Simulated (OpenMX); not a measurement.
# A series of single points on BN

System: BN (4 atoms in the cell).
Method: Kohn-Sham DFT of a periodic cell, PBE, OpenMX 2013 PBE set, no spin polarisation (OpenMX 3.8.5).

The 7 runs differ only in the geometry, by an even scaling of the cell at fixed fractional positions. The structure derives from an entry of the Crystallography Open Database.

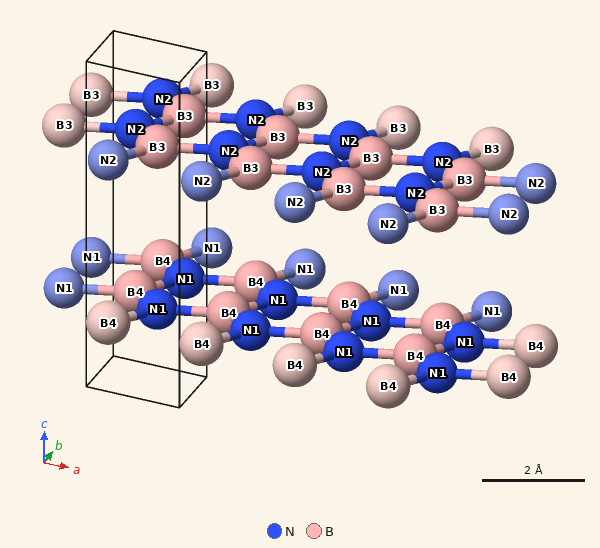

Figure 1. The structure of run 4 (ball-and-stick view of the cell of the calculation, repeated 4 × 2 × 1, seen slightly off an axis; neighbours outside the cell are drawn fainter; atoms are numbered from 1 in the order of the input).

### Input of run 4
```
System.CurrrentDirectory             ./
System.Name                          BN
DATA.PATH                            ./DFT_DATA13
level.of.stdout                      1
level.of.fileout                     0
Species.Number                       2
<Definition.of.Atomic.Species
  N   N6.0-s2p2d1            N_PBE13
  B   B7.0-s2p2d1            B_PBE13
Definition.of.Atomic.Species>

Atoms.Number                         4
Atoms.SpeciesAndCoordinates.Unit     FRAC
<Atoms.SpeciesAndCoordinates
    1  N     0.6666666667    0.3333333333    0.2500000000   2.500  2.500
    2  N     0.3333333333    0.6666666667    0.7500000000   2.500  2.500
    3  B     0.6666666667    0.3333333333    0.7500000000   1.500  1.500
    4  B     0.3333333333    0.6666666667    0.2500000000   1.500  1.500
Atoms.SpeciesAndCoordinates>

Atoms.UnitVectors.Unit               Ang
<Atoms.UnitVectors
     2.4982400000    0.0000000000    0.0000000000
    -1.2491200000    2.1635393048    0.0000000000
     0.0000000000    0.0000000000    6.6357000000
Atoms.UnitVectors>

scf.XcType                           GGA-PBE
scf.SpinPolarization                 off
scf.ElectronicTemperature            580.226
scf.energycutoff                     400.0
scf.maxIter                          100
scf.EigenvalueSolver                 band
scf.Kgrid                            13 13 5
scf.Mixing.Type                      rmm-diisk
scf.Init.Mixing.Weight               0.05
scf.Min.Mixing.Weight                0.001
scf.Max.Mixing.Weight                0.3
scf.Mixing.History                   25
scf.Mixing.StartPulay                8
scf.criterion                        1.0e-8
scf.stress.tensor                    on
MD.Type                              nomd
```

Command:
```bash
openmx BN.dat -nt 1 > BN.std
```

Lattice vectors (Å) and fractional positions of run 4:
```
   2.498240    0.000000    0.000000
  -1.249120    2.163539    0.000000
   0.000000    0.000000    6.635700
N   0.666667  0.333333  0.250000
N   0.333333  0.666667  0.750000
B   0.666667  0.333333  0.750000
B   0.333333  0.666667  0.250000
```

Run 5 has the same physical settings and fractional positions; its lattice vectors (Å) are:
```
   2.514785    0.000000    0.000000
  -1.257393    2.177868    0.000000
   0.000000    0.000000    6.679646
```

### Results, with one run withheld

```tsv
run	volume per atom (Å³)	free energy per atom, from the lowest run given (meV)	gap on the mesh (eV)
1	8.429	56.92	4.41
2	8.608	32.82	4.39
3	8.787	15.62	4.36
4	8.967	4.79	4.34
5	9.146	?	?
6	9.325	0.00	4.28
7	9.505	5.13	4.26
```

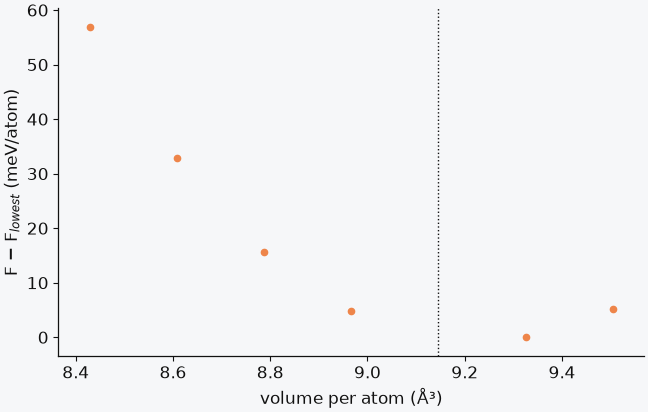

Figure 2. Free energy per atom of the runs given; the dotted line marks run 5.

Fit the runs given and predict run 5.

A cubic polynomial in V^(−2/3) (the Birch–Murnaghan form), fitted to the 6 runs given, misses them by at most 0.02 meV per atom. With x = V^(−2/3) − 0.23244 Å⁻², it reads F = 6.8434 + 2972.4 x + 2.8952e+05 x² − 2.124e+05 x³ (meV per atom). At run 5 it gives −0.25 meV per atom, and the run itself gives −0.25. The fit has its minimum at 9.226 Å³ per atom, where V d²F/dV² gives 234 GPa. Cell shape and fractional positions are held, so this is the stiffness under even scaling; the relaxed bulk modulus wasn't computed and can be far lower in a crystal of layers, chains or molecules like this one. The gap on the mesh goes, without turning, from 4.41 eV in run 1 to 4.26 eV in run 7; run 5 has 4.31 eV. These are gaps of this functional on this mesh, which can miss the band edges; they aren't the measured gap.

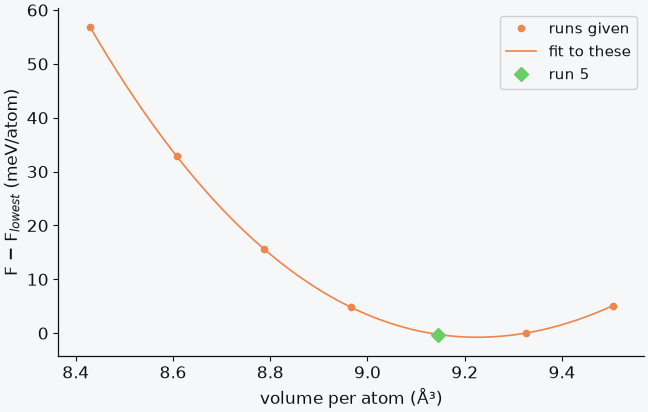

Figure 3. The fit and the withheld run.

### Some lines of the output (run 5)
```
[...]
  Cell_Volume =    246.877988087541 (Bohr^3)
        Total energy (Hartree) at MD = 1
   kloop=0
   kloop=1
   kloop=422
```

Notes: With a small basis of atomic orbitals these values can differ much from converged plane-wave results.
